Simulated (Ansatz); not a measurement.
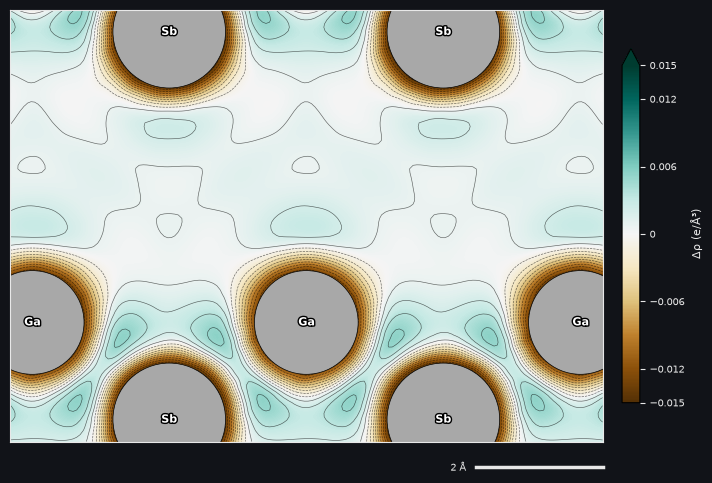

GaSb. Difference of the valence pseudo-densities of two functionals at the same geometry, on the (011̄) plane of the calculation cell: RPBE less BLYP.

Both computed with Ansatz (plane waves, PAW), on the same k-point mesh. Grey discs cover the atomic cores.

```xyz
2
Lattice="0.0000 3.0590 3.0590 3.0590 0.0000 3.0590 3.0590 3.0590 0.0000" Properties=species:S:1:pos:R:3 pbc="T T T"
Sb    4.5885    4.5885    4.5885
Ga    0.0000    0.0000    0.0000
```

What does the difference map show?

Against BLYP, RPBE gives less density around Sb (−0.006 e/Å³ on average at 1.0 Å from the nucleus) and less density around Ga (−0.007 e/Å³ on average at 1.0 Å from the nucleus).
